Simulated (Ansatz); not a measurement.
**From SnO to SnO**

System: SnO (P4/nmm, 4 atoms in the cell).
Method of the first run: DFT PBE+D3(BJ), scalar-relativistic, plane waves, PAW, PAW set soft_1, no spin polarisation (Ansatz 0.2.0).
System of the second run: SnO (slab, 4 atoms in the cell).

On the first run: The structure derives from an entry of the Crystallography Open Database. On the second run: The structure derives from an entry of the Crystallography Open Database. Text and figures count atoms from 1; the logs count them from 0 in places.

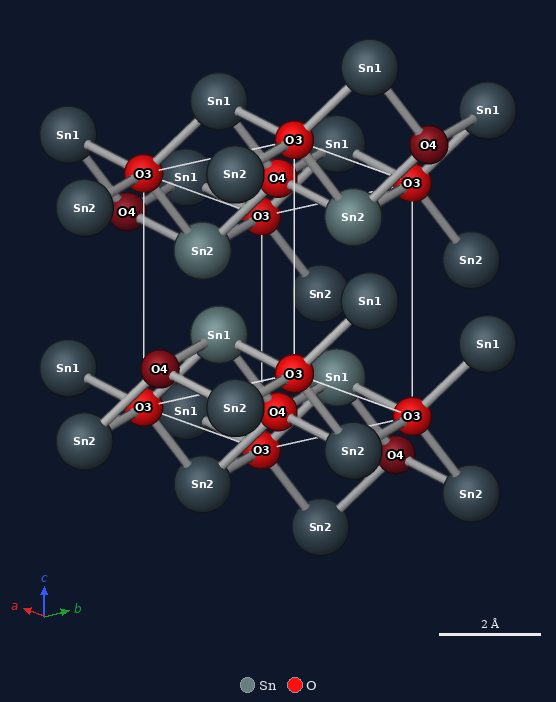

**Figure 1.** The input geometry (ball-and-stick view of the cell of the calculation, seen at an oblique angle; neighbours outside the cell are drawn fainter; atoms are numbered from 1 in the order of the input). An atom can appear more than once, as a periodic image. Near neighbours in the periodic cell (some may lie outside the picture): Sn has 4 O at 2.22 Å; O has 4 Sn at 2.22 Å.

### The input, the first run
```yaml
crystal:
  lattice:
    - [3.802, 0.0, 0.0]
    - [0.0, 3.802, 0.0]
    - [0.0, 0.0, 4.836]
  atoms:
    - { symbol: Sn, position: [0.0, 0.5, 0.2385] }
    - { symbol: Sn, position: [0.5, 0.0, 0.7615] }
    - { symbol: O, position: [0.0, 0.0, 0.0] }
    - { symbol: O, position: [0.5, 0.5, 0.0] }
basis:
  ecutwfc: 420
kpoints:
  mp_grid: { grid: [6, 6, 4] }
hamiltonian:
  xc: pbe
  pseudopotentials: { kind: paw, azcp: { folder: soft_1 } }
  dispersion: d3bj
scf:
  occupations: { method: gaussian, width: 0.1 }
output:
  forces: true
  stress: true
  eigenvalues: true
```

Launched with:
```bash
ansatz run input.yaml --threads 1 --pin off --max-ram 3072MiB --backend cpu --events-out ev --progress --plain --runs-dir out
```

Hardware: 1 thread of AMD EPYC (Zen 5), 32 GiB of memory available, shared host.

### Output, shortened to warnings, some set-up lines, iterations and results (the first run)
```
Basis set: ecut = 420 eV, 1361 PW (Γ), exchange–correlation on 54×54×72 points (8 copies of the dense FFT grid, shifted against one another)
Symmetry: 16 space group operations
k-points: 30 of 144
Initial density: superposition of atomic densities (chi_scale 0.1, normalization cell, long waves kept (reshape's long-wave potential 0.16 eV rms))
[...]
SCF iter   1: F=—  HF=-13185.001738 eV  |F-HF|=—  |Δ(HF+E_count)|=         —  Δρ=4.77e-2  dr2=2.15e0  ethr=3.10e-3  ⟨swp⟩=5.8  Hψ=3331  notcnv=0
SCF iter   2: F=—  HF=-13184.530029 eV  |F-HF|=—  |Δ(HF+E_count)|=   4.72e-1  Δρ=2.15e-2  dr2=4.44e-1  ethr=3.10e-3  ⟨swp⟩=3.1  Hψ=1631  notcnv=0
SCF iter   3: F=—  HF=-13184.462452 eV  |F-HF|=—  |Δ(HF+E_count)|=   6.76e-2  Δρ=6.50e-3  dr2=2.48e-2  ethr=1.11e-3  ⟨swp⟩=2.8  Hψ=1545  notcnv=0
SCF iter   4: F=—  HF=-13184.467250 eV  |F-HF|=—  |Δ(HF+E_count)|=   4.80e-3  Δρ=1.95e-3  dr2=2.95e-3  ethr=6.21e-5  ⟨swp⟩=2.0  Hψ=1542  notcnv=0
SCF iter   5: F=—  HF=-13184.467648 eV  |F-HF|=—  |Δ(HF+E_count)|=   3.98e-4  Δρ=5.23e-4  dr2=2.04e-4  ethr=7.38e-6  ⟨swp⟩=2.0  Hψ=987  notcnv=0
SCF iter   6: F=—  HF=-13184.467919 eV  |F-HF|=—  |Δ(HF+E_count)|=   2.71e-4  Δρ=1.10e-4  dr2=1.07e-5  ethr=5.10e-7  ⟨swp⟩=2.3  Hψ=1116  notcnv=0
SCF iter   7: F=—  HF=-13184.467925 eV  |F-HF|=—  |Δ(HF+E_count)|=   6.38e-6  Δρ=3.54e-5  dr2=9.21e-7  ethr=2.67e-8  ⟨swp⟩=2.1  Hψ=1006  notcnv=0
SCF iter   8: F=-13184.467926 eV  HF=-13184.467926 eV  |F-HF|=1.63e-8  |Δ(HF+E_count)|=   4.75e-7  Δρ=8.95e-6  dr2=6.12e-8  ethr=2.50e-10  ⟨swp⟩=7.6  Hψ=3801  notcnv=0
SCF 1 converged in 8 iterations: F = -13184.467926 eV  dr2 = 6.12e-8
SCF converged after 8 iterations
Free energy (F): -13184.467926 eV
Harris-Foulkes:  -13184.467926 eV  (|F-HF|=1.63e-8)
Internal energy: -13184.466255 eV  (E = F + TS)
E sigma→0 (E₀):  -13184.467090 eV
Entropy (-TS):   -0.001671 eV (-0.418 meV/atom)
Fermi energy:    10.098129 eV
--- Per-component energies (eV) ---
  E_band       = -181.661348
  E_kinetic    = 673.370975
  E_local      = -2975.260834  (includes V_loc(G=0)·N_el)
  E_nonlocal   = 395.269051
  E_hartree    = 1400.556457
  E_xc         = -395.020396
  E_vxc        = -343.239880  (∫ρ·V_xc dr)
  E_paw        = -9064.056219  (= ΣΔE_a)
  E_vpaw       = -732.919603  (= ΣTr[D̂ρ^β])
  E_aug_tail   = 0.002063  (compensation charges beyond the density's cutoff)
  E_ewald      = -3218.386202
  E_disp       = -0.941149  (pairwise vdW)
  E_smearing   = -0.001671  (= −TS)
  E_closure    = 0.000000  (closes the sum)
  Σ components = -13184.467926   (vs F -13184.467926, Δ=0.00e0)
--- Forces (eV/Å), atoms counted from 1 ---
  atom   1  Sn     0.00000000     0.00000000     0.37561014
  atom   2  Sn     0.00000000     0.00000000    -0.37561014
  atom   3  O      0.00000000     0.00000000     0.00000000
  atom   4  O      0.00000000     0.00000000    -0.00000000
  max |Σ_I F_I| component: 1.67e-16 eV/Å
--- Stress (GPa, compression-positive) ---
        2.277621       0.000000       0.000000
        0.000000       2.277621       0.000000
        0.000000       0.000000       1.196838
  P = ⅓ Tr σ = 1.9174 GPa (19.174 kbar)
```

The input of the second run differs as follows (lines with − go, lines with + come):
```diff
-    - [3.802, 0.0, 0.0]
-    - [0.0, 3.802, 0.0]
-    - [0.0, 0.0, 4.836]
+    - [3.8363720732, 0.0, 0.0]
+    - [0.0, 3.8363720732, 0.0]
+    - [0.0, 0.0, 30.6319094627]
-    - { symbol: Sn, position: [0.0, 0.5, 0.2385] }
-    - { symbol: Sn, position: [0.5, 0.0, 0.7615] }
-    - { symbol: O, position: [0.0, 0.0, 0.0] }
-    - { symbol: O, position: [0.5, 0.5, 0.0] }
+    - { symbol: Sn, position: [0.5, 0.0, 0.4621970231] }
+    - { symbol: O, position: [0.0, 0.0, 0.5] }
+    - { symbol: O, position: [0.5, 0.5, 0.5] }
+    - { symbol: Sn, position: [0.0, 0.5, 0.5378029769] }
+  periodic: [true, true, false]
-  mp_grid: { grid: [6, 6, 4] }
+  mp_grid: { grid: [6, 6, 1] }
```

What does this change do to the results?

The total energies belong to different systems, so their difference says nothing on which is more stable or more accurate. A gap of 3.04 eV opens on the mesh, where the first run has none. The largest force goes from 0.376 to 0.327 eV/Å. The SCF takes 11 iterations against 8. The irreducible k-points go from 30 to 10. The plane waves at Γ go from 1361 to 8871. The two runs start from different initial densities, which also moves the count.

### Output, shortened to warnings, some set-up lines, iterations and results (the second run)
```
Basis set: ecut = 420 eV, 8871 PW (Γ), exchange–correlation on 54×54×432 points (8 copies of the dense FFT grid, shifted against one another)
Symmetry: 16 space group operations
k-points: 10 of 36
Initial density: superposition of atomic densities (neutral atoms: chi_scale 0, normalization atom)
[...]
SCF iter   1: F=—  HF=-13188.015998 eV  |F-HF|=—  |Δ(HF+E_count)|=         —  Δρ=5.56e-2  dr2=1.64e1  ethr=3.10e-3  ⟨swp⟩=8.8  Hψ=1417  notcnv=0
SCF iter   2: F=—  HF=-13186.205580 eV  |F-HF|=—  |Δ(HF+E_count)|=    1.81e0  Δρ=5.30e-2  dr2=1.17e1  ethr=3.10e-3  ⟨swp⟩=6.5  Hψ=854  notcnv=0
SCF iter   3: F=—  HF=-13184.035189 eV  |F-HF|=—  |Δ(HF+E_count)|=    2.17e0  Δρ=8.68e-3  dr2=3.76e-1  ethr=3.10e-3  ⟨swp⟩=5.5  Hψ=736  notcnv=0
SCF iter   4: F=—  HF=-13183.992280 eV  |F-HF|=—  |Δ(HF+E_count)|=   4.29e-2  Δρ=3.68e-3  dr2=9.24e-2  ethr=9.41e-4  ⟨swp⟩=3.7  Hψ=483  notcnv=0
SCF iter   5: F=—  HF=-13183.978135 eV  |F-HF|=—  |Δ(HF+E_count)|=   1.41e-2  Δρ=1.26e-3  dr2=1.36e-2  ethr=2.31e-4  ⟨swp⟩=2.0  Hψ=344  notcnv=0
SCF iter   6: F=—  HF=-13183.975759 eV  |F-HF|=—  |Δ(HF+E_count)|=   2.38e-3  Δρ=3.17e-4  dr2=6.51e-4  ethr=3.40e-5  ⟨swp⟩=3.3  Hψ=487  notcnv=0
SCF iter   7: F=—  HF=-13183.975769 eV  |F-HF|=—  |Δ(HF+E_count)|=   9.24e-6  Δρ=2.76e-4  dr2=6.81e-4  ethr=1.63e-6  ⟨swp⟩=2.7  Hψ=487  notcnv=0
SCF iter   8: F=—  HF=-13183.975623 eV  |F-HF|=—  |Δ(HF+E_count)|=   1.45e-4  Δρ=6.11e-5  dr2=2.85e-5  ethr=1.63e-6  ⟨swp⟩=2.0  Hψ=280  notcnv=0
SCF iter   9: F=—  HF=-13183.975511 eV  |F-HF|=—  |Δ(HF+E_count)|=   1.12e-4  Δρ=1.58e-5  dr2=8.07e-7  ethr=7.12e-8  ⟨swp⟩=3.8  Hψ=560  notcnv=0
SCF iter  10: F=—  HF=-13183.975511 eV  |F-HF|=—  |Δ(HF+E_count)|=   2.10e-7  Δρ=6.34e-6  dr2=1.78e-7  ethr=2.50e-10  ⟨swp⟩=12.7  Hψ=1734  notcnv=0
SCF iter  11: F=-13183.975511 eV  HF=-13183.975511 eV  |F-HF|=1.83e-9  |Δ(HF+E_count)|=   4.66e-8  Δρ=8.26e-7  dr2=2.41e-9  ethr=2.50e-10  ⟨swp⟩=5.9  Hψ=993  notcnv=0
SCF 1 converged in 11 iterations: F = -13183.975511 eV  dr2 = 2.41e-9
SCF converged after 11 iterations
Free energy (F): -13183.975511 eV
Harris-Foulkes:  -13183.975511 eV  (|F-HF|=1.83e-9)
Internal energy: -13183.975511 eV  (E = F + TS)
E sigma→0 (E₀):  -13183.975511 eV
Fermi energy:    -3.860216 eV
--- Per-component energies (eV) ---
  E_band       = -743.730163
  E_kinetic    = 671.274482
  E_local      = -66091.874386  (includes V_loc(G=0)·N_el)
  E_nonlocal   = 395.093677
  E_hartree    = 32677.617348
  E_xc         = -394.118982
  E_vxc        = -341.790662  (∫ρ·V_xc dr)
  E_paw        = -9063.156722  (= ΣΔE_a)
  E_vpaw       = -731.672457  (= ΣTr[D̂ρ^β])
  E_aug_tail   = 0.002077  (compensation charges beyond the density's cutoff)
  E_ewald      = 28621.732426
  E_disp       = -0.545430  (pairwise vdW)
  E_smearing   = -0.000000  (= −TS)
  E_closure    = 0.000000  (closes the sum)
  Σ components = -13183.975511   (vs F -13183.975511, Δ=0.00e0)
--- Forces (eV/Å), atoms counted from 1 ---
  atom   1  Sn     0.00000000     0.00000000    -0.32744841
  atom   2  O      0.00000000     0.00000000    -0.00000000
  atom   3  O      0.00000000     0.00000000     0.00000000
  atom   4  Sn     0.00000000     0.00000000     0.32744841
  max |Σ_I F_I| component: 2.22e-16 eV/Å
--- 2D stress c σ (N/m, compression-positive) ---
        0.133516       0.000000       0.000000
        0.000000       0.133516       0.000000
        0.000000       0.000000       0.000000
  P = ½ c Tr σ = 0.1335 N/m
```

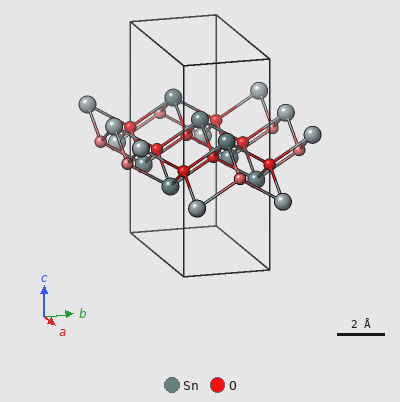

**Figure 2.** The input structure of the second run (ball-and-stick view of the 2 × 1 repeat of the cell, with the vacuum cut short, seen slightly off an axis; neighbours outside the cell are drawn fainter). An atom can appear more than once, as a periodic image.

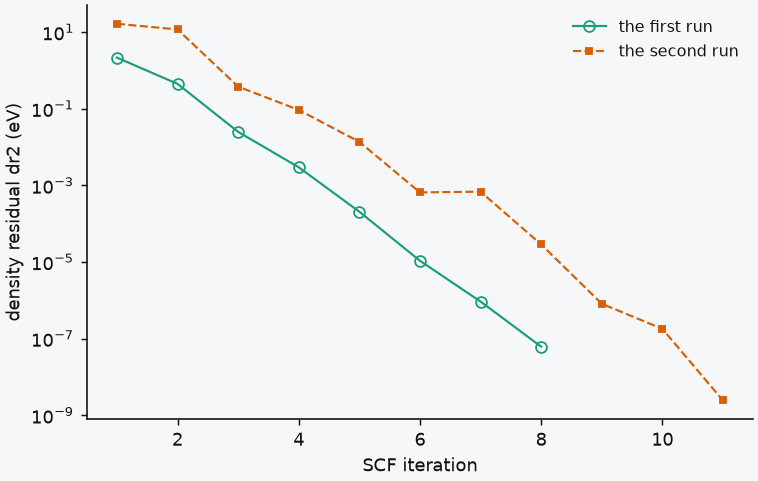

**Figure 3.** Convergence of the two runs: density residual dr2 against the SCF iteration. The first run takes 8 iterations in all, and the second run takes 11.

### The two runs side by side

| quantity | the first run | the second run |
| --- | --- | --- |
| outcome | converged | converged |
| free energy per atom (eV) | −3296.1170 | −3295.9939 |
| energy per atom, smearing taken to zero (eV) | −3296.1168 | −3295.9939 |
| gap on the mesh (eV) | 0.00 | 3.04 |
| pressure (GPa) | 1.92 | – |
| volume per atom (Å³) | 17.48 | – |
| largest force (eV/Å) | 0.376 | 0.327 |
| SCF iterations | 8 | 11 |
| irreducible k-points | 30 | 10 |
| plane waves at Γ | 1361 | 8871 |
| work function (eV) | – | 3.86 |
| wall time (shared host) | 1.1 s | 3.6 s |
